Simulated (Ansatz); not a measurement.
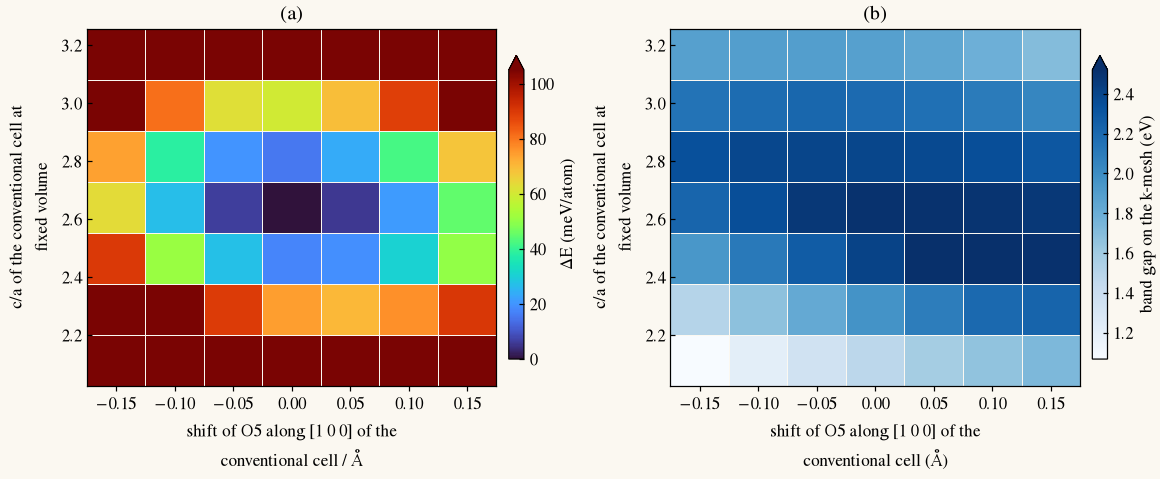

LiNbO3 (R-3c, No. 167; 10 atoms in the cell). The energy is mapped over a free internal coordinate and the cell. First axis: shift of O5 along [1 0 0] of the conventional cell, Cartesian (1 0 0), its symmetry partners moved as symmetry demands (measured in the relaxed cell). Second axis: c/a of the conventional cell at fixed volume. Nothing is relaxed (all other coordinates fixed). Grid: 7 × 7 points. Points are written as (first, second). Energies: meV/atom, counted from the lowest grid point. The calculation used Ansatz 0.2.0, DFT PBE, scalar-relativistic, plane waves, PAW. Settings: cutoff 520 eV, k-mesh 6×6×6, gaussian smearing 0.05 eV, no spin polarisation.

Panel (a) is the energy; panel (b) is the computed band gap on the k-mesh, in eV.

In the figure: one coloured cell a grid point, one colour for all values above the top of the scale.

Question: How does the band gap on the k-mesh vary over the map, and what is it at the lowest grid point?

Answer: It runs from 1.07 eV at (−0.15 Å, 2.113) to 2.52 eV at (0.10 Å, 2.465). At the lowest grid point, (0.00 Å, 2.641), it is 2.51 eV.

```csv
"second ↓, first →",−0.15,−0.10,−0.05,0.00,0.05,0.10,0.15
3.170,1.89,1.90,1.90,1.89,1.85,1.78,1.71
2.993,2.15,2.19,2.21,2.20,2.16,2.11,2.04
2.817,2.34,2.39,2.40,2.40,2.38,2.35,2.30
2.641,2.22,2.35,2.47,2.51,2.51,2.50,2.47
2.465,1.94,2.12,2.27,2.42,2.52,2.52,2.51
2.289,1.50,1.67,1.83,1.97,2.09,2.20,2.23
2.113,1.07,1.22,1.35,1.48,1.58,1.66,1.73
```

PAW datasets: the set soft_1.
